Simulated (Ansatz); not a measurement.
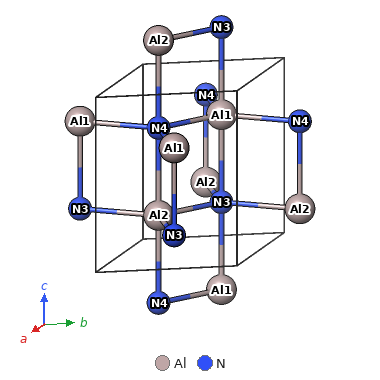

Two computed energy maps of cells of AlN. The picture above is the structure of the first map.

Map 1

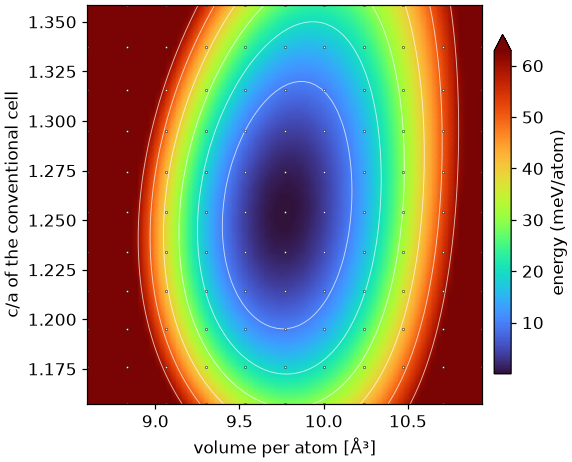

AlN (P6_3/mmc, No. 194; 4 atoms in the cell). The energy is mapped over volume and the cell's shape. The first coordinate is: volume per atom; the second: c/a of the conventional cell. Nothing is relaxed (symmetry fixes all fractional coordinates). The scan uses an 11 × 11 grid. Points are written as (first, second). All energies are given in meV/atom relative to the lowest grid point. Method: Ansatz 0.2.0, DFT PBEsol, scalar-relativistic, plane waves, PAW. Settings: cutoff 520 eV, k-mesh 9×9×6 in the order of the run's cell vectors, gaussian smearing 0.05 eV, no spin polarisation.

In the figure: a smooth colour map with a few white contour lines, dots at the grid points, one colour for all values above the top of the scale. Between grid points the surface is interpolated.

Map 2

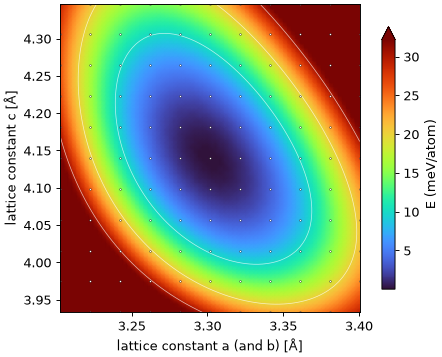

AlN (P6_3/mmc, No. 194; 4 atoms in the cell). The energy is mapped over the lattice constants a and c of the conventional cell. The first coordinate is: lattice constant a (and b); the second: lattice constant c. Nothing is relaxed (symmetry fixes all fractional coordinates). The grid has 11 × 11 points. Points are written as (first, second). Energies are in meV/atom, from the lowest grid point. Level of theory: DFT PBEsol, scalar-relativistic, plane waves, PAW in Ansatz. Settings: cutoff 520 eV, k-mesh 9×9×6 in the order of the run's cell vectors, gaussian smearing 0.05 eV, no spin polarisation.

In the figure: a smooth colour map with a few white contour lines, dots at the grid points, one colour for all values above the top of the scale. Between grid points the surface is interpolated.

What does each map show?

Answer. Map 1: The lowest grid point is at (9.770 Å³, 1.254). It is the only kind of minimum in the scanned range. The highest grid point, (8.597 Å³, 1.359), lies 178 meV/atom above the lowest. Round the minimum the two coordinates are weakly coupled (coupling −0.14 in units of the two stiffnesses). The gap on the k-mesh is 3.3 eV at the lowest point and runs from 2.3 to 4.3 eV over the map.
Map 2: The lowest grid point is at (3.301 Å, 4.140 Å). No other kind of well shows on this grid. The highest grid point, (3.202 Å, 3.933 Å), lies 88.3 meV/atom above the lowest. Round the minimum the valley is somewhat tilted: raising lattice constant a (and b) shifts the best value of lattice constant c downwards (coupling k₁₂/√(k₁₁k₂₂) about 0.5). The gap on the k-mesh is 3.3 eV at the lowest point and runs from 2.5 to 4.2 eV over the map.

Maps 1, 2 start from a relaxed reference structure. Do they show a way to lower its energy?

Answer. No. In each of them the reference is the lowest point, within the accuracy of the grid, so it is stable against the distortions scanned (other distortions weren't tried).

PAW datasets: the set soft_1.
